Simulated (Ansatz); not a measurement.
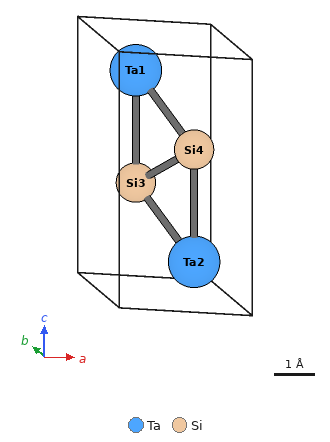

*The input geometry (ball-and-stick view of the cell of the calculation, seen slightly off an axis; atoms are numbered from 1 in the order of the input).*

Near neighbours in the crystal (not all of them lie inside the picture): Ta has 4 Si at 2.61 to 2.94 Å and 3 Ta at 2.86 Å; Si has 3 Si at 2.34 Å and 4 Ta at 2.61 to 2.94 Å.

# Run report: TaSi, geometry relaxation (part 1 of 2)

System: TaSi (4 atoms in the cell).
Method: DFT PBE, scalar-relativistic, plane waves, PAW, no spin polarisation (Ansatz 0.2.0).

The structure was made by a generator, so it may or may not be a known phase. Figures and captions count atoms from 1; the log counts them from 0 in places.

**Log**
```
Engine: ansatz 0.2.0, x86_64-unknown-linux-gnu
Pseudopotentials: kind: paw
Pseudopotential: Ta, paw, valence charge 13, recommended cutoff 420 eV (normal), Ta.paw.azcp
Pseudopotential: Si, paw, valence charge 4, recommended cutoff 420 eV (normal), Si.paw.azcp
Functional definition: PBE
  parameter kappa = 0.804
  parameter beta = 0.06672455060314922
  exchange = pbe_x(kappa = kappa, mu = beta*pi^2/3)
  correlation = pbe_c(beta = beta)
Crystal: 4 atoms, lattice volume = 68.383 Å³
Basis set: ecut = 420 eV, 1331 PW (Γ), exchange–correlation on 48×48×90 points (8 copies of the dense FFT grid, shifted against one another)
Bands: 21, of which v1, the nominal top of the filled ones, is band 17 counted from 1 (16 counted from 0)
Symmetry: 12 space group operations
Space group: P-3m1 (ITA 164), of the structure as read, at distance tolerance 4.1e-5 Å
k-points: 266 of 2592
Non-local potential: Ta, projectors of the file, l = 0: 3, l = 1: 2, l = 2: 2, l = 3: 1
Non-local potential: Si, projectors of the file, l = 0: 2, l = 1: 2, l = 2: 2
PAW form: soft (Blöchl's): semilocal exchange-correlation on the pseudo side does not see the compensation charge
PAW one-centre angular grid: Ta, 590 points (default); XC on 64 Gauss nodes
PAW one-centre angular grid: Si, 110 points (default); XC on 64 Gauss nodes
Initial density: superposition of atomic densities (neutral atoms: chi_scale 0, normalization atom), corrected by the library's trained network
Initial wavefunctions: pseudopotential atomic-orbital guess
Functional: x = pbe(κ = 0.804, μ = 0.2195149727645171), c = pbe(β = 0.06672455060314922)
SCF iter   1: F=—  HF=-21135.766179 eV  |F-HF|=—  |Δ(HF+E_count)|=         —  Δρ=4.97e-3  dr2=2.78e-2  ethr=1.77e-3  ⟨swp⟩=5.0  Hψ=27285  notcnv=0
preconditioner: auto → Kerker (q_TF=auto, 2.428 Å⁻¹)  [metal: Δε(μ)=0.011 eV  Ē_g=5.756 eV  σ=0.100 eV  W_gap=0.06  n_scr=22 (ndim 8)  ℏωp=19.1 eV  f_vac=0.000  D(μ)=2.19/eV (n_scr^D=22)]
SCF iter   2: F=—  HF=-21135.762928 eV  |F-HF|=—  |Δ(HF+E_count)|=   3.25e-3  Δρ=3.05e-3  dr2=1.43e-2  ethr=8.19e-5  ⟨swp⟩=1.0  Hψ=7715  notcnv=0
SCF iter   3: F=—  HF=-21135.760187 eV  |F-HF|=—  |Δ(HF+E_count)|=   2.74e-3  Δρ=5.17e-4  dr2=3.41e-4  ethr=4.21e-5  ⟨swp⟩=2.0  Hψ=7280  notcnv=0
SCF iter   4: F=—  HF=-21135.760149 eV  |F-HF|=—  |Δ(HF+E_count)|=   3.80e-5  Δρ=2.20e-4  dr2=3.34e-5  ethr=1.00e-6  ⟨swp⟩=2.0  Hψ=7328  notcnv=0
SCF iter   5: F=—  HF=-21135.760107 eV  |F-HF|=—  |Δ(HF+E_count)|=   4.17e-5  Δρ=3.53e-5  dr2=2.62e-6  ethr=9.83e-8  ⟨swp⟩=2.0  Hψ=7181  notcnv=0
SCF iter   6: F=—  HF=-21135.760107 eV  |F-HF|=—  |Δ(HF+E_count)|=   3.46e-7  Δρ=7.95e-6  dr2=1.51e-7  ethr=7.71e-9  ⟨swp⟩=2.2  Hψ=7279  notcnv=0
SCF iter   7: F=-21135.760107 eV  HF=-21135.760107 eV  |F-HF|=6.09e-9  |Δ(HF+E_count)|=   2.26e-8  Δρ=2.04e-6  dr2=8.35e-9  ethr=2.94e-10  ⟨swp⟩=8.8  Hψ=35773  notcnv=0
SCF 1 converged in 7 iterations: F = -21135.760107 eV  dr2 = 8.35e-9
  greatest PAW one-centre occupation: 0.999 electrons in one spin orbital (limit 2), on the Ta atom at site 1 (counted from 0), in its partial waves of l = 0
relax step   1: F+E_penalty+E_count = -21135.76010678 eV  Δ(F+E_penalty+E_count) = +0.000e0 eV  max|allowed force component| = 3.839e-2 eV/Å  Δτ_max = 0.0000 Å  P = -0.022 GPa  Ω = 68.383 Å³  (7 SCF iters, dr2 threshold 1.00e-7 eV, accepted)
Crystal: 4 atoms, lattice volume = 68.289 Å³
Initial density: handed on by an earlier stage of this run
Initial wavefunctions: those handed on with the density
iter 1 solved again at ethr=1.15e-5 eV; its pass at ethr=3.10e-3 eV (dr2=3.90e-3 eV) is discarded
SCF iter   1: F=—  HF=-21135.760487 eV  |F-HF|=—  |Δ(HF+E_count)|=         —  Δρ=1.39e-3  dr2=3.94e-3  ethr=1.15e-5  ⟨swp⟩=2.0  Hψ=32445  notcnv=0
preconditioner: auto → Kerker (q_TF=auto, 2.429 Å⁻¹)  [metal: Δε(μ)=0.009 eV  Ē_g=5.753 eV  σ=0.100 eV  W_gap=0.05  n_scr=22 (ndim 8)  ℏωp=19.1 eV  f_vac=0.000  D(μ)=2.13/eV (n_scr^D=22)]
SCF iter   2: F=—  HF=-21135.760060 eV  |F-HF|=—  |Δ(HF+E_count)|=   4.27e-4  Δρ=6.68e-4  dr2=8.14e-4  ethr=1.15e-5  ⟨swp⟩=1.1  Hψ=5643  notcnv=0
SCF iter   3: F=—  HF=-21135.759923 eV  |F-HF|=—  |Δ(HF+E_count)|=   1.37e-4  Δρ=1.29e-4  dr2=3.99e-5  ethr=2.39e-6  ⟨swp⟩=1.9  Hψ=6490  notcnv=0
SCF iter   4: F=—  HF=-21135.759893 eV  |F-HF|=—  |Δ(HF+E_count)|=   3.08e-5  Δρ=3.95e-5  dr2=1.18e-6  ethr=1.17e-7  ⟨swp⟩=2.0  Hψ=7092  notcnv=0
SCF iter   5: F=-21135.759892 eV  HF=-21135.759892 eV  |F-HF|=2.47e-8  |Δ(HF+E_count)|=   2.14e-7  Δρ=7.46e-6  dr2=6.14e-8  ethr=8.47e-10  ⟨swp⟩=10.4  Hψ=42801  notcnv=0
SCF 2 converged in 5 iterations: F = -21135.759892 eV  dr2 = 6.14e-8
relax step   2: F+E_penalty+E_count = -21135.75989235 eV  Δ(F+E_penalty+E_count) = +2.144e-4 eV  max|allowed force component| = 7.608e-2 eV/Å  Δτ_max = 0.0074 Å  P = +0.372 GPa  Ω = 68.289 Å³  energy of the carried Pulay correction = +2.458e-5 eV  (5 SCF iters, dr2 threshold 2.88e-7 eV, rejected (line search))
Crystal: 4 atoms, lattice volume = 68.465 Å³
iter 1 solved again at ethr=6.56e-6 eV; its pass at ethr=3.10e-3 eV (dr2=2.23e-3 eV) is discarded
SCF iter   1: F=—  HF=-21135.760800 eV  |F-HF|=—  |Δ(HF+E_count)|=         —  Δρ=9.09e-4  dr2=2.22e-3  ethr=6.56e-6  ⟨swp⟩=2.3  Hψ=31870  notcnv=0
preconditioner: auto → Kerker (q_TF=auto, 2.428 Å⁻¹)  [metal: Δε(μ)=0.007 eV  Ē_g=5.754 eV  σ=0.100 eV  W_gap=0.04  n_scr=22 (ndim 8)  ℏωp=19.0 eV  f_vac=0.000  D(μ)=2.19/eV (n_scr^D=22)]
SCF iter   2: F=—  HF=-21135.760571 eV  |F-HF|=—  |Δ(HF+E_count)|=   2.29e-4  Δρ=4.25e-4  dr2=4.74e-4  ethr=6.53e-6  ⟨swp⟩=1.1  Hψ=5632  notcnv=0
SCF iter   3: F=—  HF=-21135.760495 eV  |F-HF|=—  |Δ(HF+E_count)|=   7.61e-5  Δρ=8.43e-5  dr2=2.34e-5  ethr=1.39e-6  ⟨swp⟩=1.9  Hψ=6418  notcnv=0
SCF iter   4: F=—  HF=-21135.760463 eV  |F-HF|=—  |Δ(HF+E_count)|=   3.27e-5  Δρ=2.98e-5  dr2=7.34e-7  ethr=6.88e-8  ⟨swp⟩=2.0  Hψ=7127  notcnv=0
SCF iter   5: F=—  HF=-21135.760462 eV  |F-HF|=—  |Δ(HF+E_count)|=   6.93e-7  Δρ=5.44e-6  dr2=3.52e-8  ethr=2.16e-9  ⟨swp⟩=2.0  Hψ=7924  notcnv=0
SCF iter   6: F=—  HF=-21135.760462 eV  |F-HF|=—  |Δ(HF+E_count)|=   1.76e-9  Δρ=1.50e-6  dr2=5.24e-9  ethr=1.04e-10  ⟨swp⟩=2.5  Hψ=8538  notcnv=0
SCF iter   7: F=—  HF=-21135.760462 eV  |F-HF|=—  |Δ(HF+E_count)|=  3.89e-10  Δρ=2.45e-7  dr2=6.11e-11  ethr=1.54e-11  ⟨swp⟩=2.0  Hψ=7290  notcnv=0
SCF iter   8: F=-21135.760462 eV  HF=-21135.760462 eV  |F-HF|=7.28e-12  |Δ(HF+E_count)|=  1.46e-11  Δρ=5.51e-8  dr2=2.61e-12  ethr=1.00e-12  ⟨swp⟩=6.1  Hψ=24458  notcnv=0
SCF 3 converged in 8 iterations: F = -21135.760462 eV  dr2 = 2.61e-12
relax step   3: F+E_penalty+E_count = -21135.76046193 eV  Δ(F+E_penalty+E_count) = -3.552e-4 eV  max|allowed force component| = 1.567e-3 eV/Å  Δτ_max = 0.0025 Å  P = -0.117 GPa  Ω = 68.465 Å³  energy of the carried Pulay correction = -2.122e-5 eV  (8 SCF iters, accepted)
Crystal: 4 atoms, lattice volume = 68.409 Å³
iter 1 solved again at ethr=2.78e-8 eV; its pass at ethr=3.10e-3 eV (dr2=9.45e-6 eV) is discarded
SCF iter   1: F=—  HF=-21135.760525 eV  |F-HF|=—  |Δ(HF+E_count)|=         —  Δρ=7.09e-5  dr2=9.39e-6  ethr=2.78e-8  ⟨swp⟩=2.0  Hψ=31865  notcnv=0
preconditioner: auto → Kerker (q_TF=auto, 2.428 Å⁻¹)  [metal: Δε(μ)=0.008 eV  Ē_g=5.751 eV  σ=0.100 eV  W_gap=0.04  n_scr=22 (ndim 8)  ℏωp=19.0 eV  f_vac=0.000  D(μ)=2.19/eV (n_scr^D=22)]
SCF iter   2: F=—  HF=-21135.760494 eV  |F-HF|=—  |Δ(HF+E_count)|=   3.05e-5  Δρ=3.64e-5  dr2=2.24e-6  ethr=2.76e-8  ⟨swp⟩=1.1  Hψ=5645  notcnv=0
SCF iter   3: F=—  HF=-21135.760494 eV  |F-HF|=—  |Δ(HF+E_count)|=   4.82e-7  Δρ=8.81e-6  dr2=1.20e-7  ethr=6.59e-9  ⟨swp⟩=2.1  Hψ=6925  notcnv=0
SCF iter   4: F=-21135.760494 eV  HF=-21135.760494 eV  |F-HF|=2.54e-9  |Δ(HF+E_count)|=   2.28e-8  Δρ=2.61e-6  dr2=6.71e-9  ethr=1.65e-10  ⟨swp⟩=8.1  Hψ=33724  notcnv=0
SCF 4 converged in 4 iterations: F = -21135.760494 eV  dr2 = 6.71e-9
relax step   4: F+E_penalty+E_count = -21135.76049350 eV  Δ(F+E_penalty+E_count) = -3.157e-5 eV  max|allowed force component| = 4.422e-3 eV/Å  Δτ_max = 0.0003 Å  P = +0.021 GPa  Ω = 68.409 Å³  energy of the carried Pulay correction = -6.709e-6 eV  (4 SCF iters, dr2 threshold 5.61e-8 eV, accepted)
Initial wavefunctions: pseudopotential atomic-orbital guess (no wavefunctions were taken with the density)
iter 1 solved again at ethr=5.60e-7 eV; its pass at ethr=3.10e-3 eV (dr2=1.90e-4 eV) is discarded
SCF iter   1: F=—  HF=-21135.760525 eV  |F-HF|=—  |Δ(HF+E_count)|=         —  Δρ=6.05e-5  dr2=5.86e-8  ethr=5.60e-7  ⟨swp⟩=3.0  Hψ=41001  notcnv=0
eigensolver tolerance schedule: the retry pair's looser diagonalisation over-reported the residual by 3247.23 of it (diagonalisation noise at 1.42 of the residual, at the tolerance the schedule requests for it); recorded, not acted on — ethr = c·dr2/N_el stays at c = 1.0e-1
preconditioner: auto → Kerker (q_TF=auto, 2.428 Å⁻¹)  [metal: Δε(μ)=0.008 eV  Ē_g=5.752 eV  σ=0.100 eV  W_gap=0.04  n_scr=22 (ndim 8)  ℏωp=19.0 eV  f_vac=0.000  D(μ)=2.19/eV (n_scr^D=22)]
SCF iter   2: F=—  HF=-21135.760501 eV  |F-HF|=—  |Δ(HF+E_count)|=   2.40e-5  Δρ=3.07e-5  dr2=1.61e-8  ethr=1.72e-10  ⟨swp⟩=3.0  Hψ=10792  notcnv=0
SCF iter   3: F=—  HF=-21135.760503 eV  |F-HF|=—  |Δ(HF+E_count)|=   2.19e-6  Δρ=8.66e-7  dr2=7.14e-10  ethr=4.73e-11  ⟨swp⟩=1.1  Hψ=5729  notcnv=0
SCF iter   4: F=—  HF=-21135.760503 eV  |F-HF|=—  |Δ(HF+E_count)|=  4.04e-10  Δρ=3.94e-7  dr2=1.82e-10  ethr=2.10e-12  ⟨swp⟩=2.2  Hψ=7124  notcnv=0
SCF iter   5: F=-21135.760503 eV  HF=-21135.760503 eV  |F-HF|=7.28e-12  |Δ(HF+E_count)|=  1.46e-11  Δρ=1.27e-7  dr2=2.05e-11  ethr=1.00e-12  ⟨swp⟩=5.1  Hψ=26192  notcnv=0
SCF 5 converged in 5 iterations: F = -21135.760503 eV  dr2 = 2.05e-11
relax step   5: F+E_penalty+E_count = -21135.76050322 eV  Δ(F+E_penalty+E_count) = -9.717e-6 eV  max|allowed force component| = 4.388e-3 eV/Å  Δτ_max = 0.0000 Å  P = +0.021 GPa  Ω = 68.409 Å³  stress off target by 3.10e-2 GPa  SCF on the basis re-selected at this cell (its energy is not comparable with the rows above)  (5 SCF iters)
```

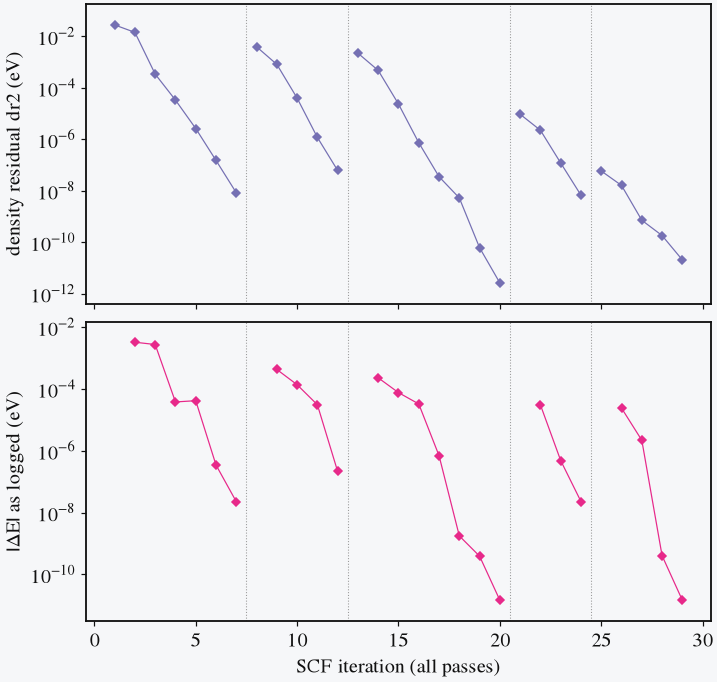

*Convergence of the self-consistent field: density residual dr2 and size of the energy change against the SCF iteration. The dotted lines part the SCF passes of the relaxation: geometry steps, rejected trials and re-solves on a re-selected basis.*

The 5 passes take 4 to 8 iterations each, 29 in all.

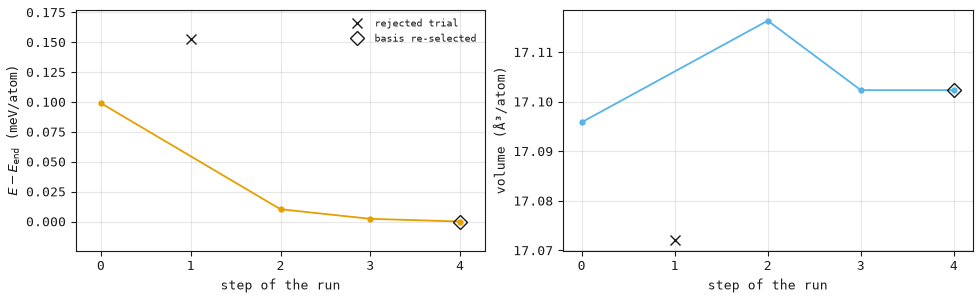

*Progress of the relaxation, step by step (the first geometry is step 0 here and step 1 in the log).*

The atoms keep their places relative to the cell (all moves are under 0.005 Å). Among the contacts that change: Ta1–Si3 2.944 → 2.938 Å, Ta1–Ta2 2.864 → 2.858 Å. The space group stays P-3m1 (No. 164). After 3 geometry steps the energy has fallen by 0.1 meV per atom. The largest force component goes from 0.038 to 0.0044 eV/Å. The pressure goes from −0.02 to 0.02 GPa. The line search rejected the trial step at point 1 (counted from 0) and went back. A last SCF at the same geometry on a re-selected plane-wave basis shifts the energy by next to nothing (0.0 meV per atom). (Atoms are counted from 1 in the order of the input.)
